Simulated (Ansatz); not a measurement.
Ag

The calculation's input:

```
crystal:
  lattice:
    - [-2.9052089956, 0.0, 0.0]
    - [-1.4526044978, -2.5159847935, 0.0]
    - [-0.7264475094, -0.4194146651, 18.9339893801]
  atoms:
    - { symbol: Ag, position: [0.3229145833, 0.3229145833, 0.0625] }
    - { symbol: Ag, position: [0.2395645833, 0.2395645833, 0.5625] }
    - { symbol: Ag, position: [0.6145729167, 0.6145729167, 0.3125] }
    - { symbol: Ag, position: [0.5312229167, 0.5312229167, 0.8125] }
    - { symbol: Ag, position: [-0.15628125, -0.15628125, 0.9375] }
    - { symbol: Ag, position: [-0.07293125, -0.07293125, 0.4375] }
    - { symbol: Ag, position: [-0.03125625, 0.96874375, 0.1875] }
    - { symbol: Ag, position: [-0.11460625, 0.88539375, 0.6875] }
basis:
  ecutwfc: 500
kpoints:
  mp_grid: { grid: [18, 18, 3] }
hamiltonian:
  xc: r2scan
scf:
  occupations: { method: gaussian, width: 0.15 }
output:
  forces: true
  stress: true
  eigenvalues: true
  write_density: true
  write_potential: true
  elf: true
  volumetric_format: npy
```

Launched as:

```sh
ansatz run input.yaml --threads 2 --pin off --max-ram 5120MiB --backend cpu --events-out ev --progress --plain --runs-dir out
```

Below, planes, directions and counts refer to the conventional cell (a = 5.03 Å, b = 2.91 Å, c = 18.95 Å, α = 90.00°, β = 92.54°, γ = 90.00°).

Space group Cm.

Computed with DFT r2SCAN, scalar-relativistic, plane waves, PAW (Ansatz).

What can the converged valence pseudo-density and electron localisation function tell about the bonding?

Ag–Ag (2.91 Å): the density is about 0.21 e/Å³ at the midpoint; the ELF is about 0.15 at the midpoint: no localised pair shows between them.

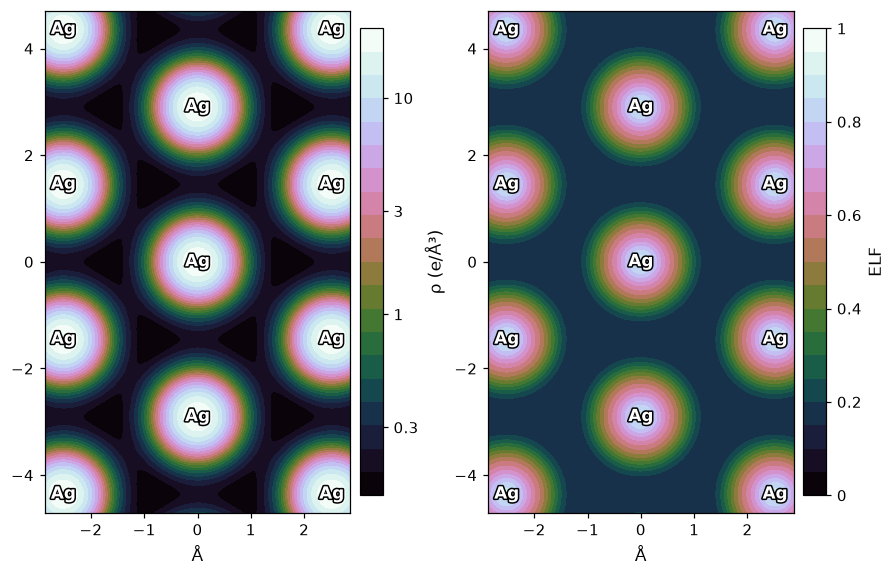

Computed valence pseudo-density and electron localisation function on the (001) plane of the conventional cell, in this order. 
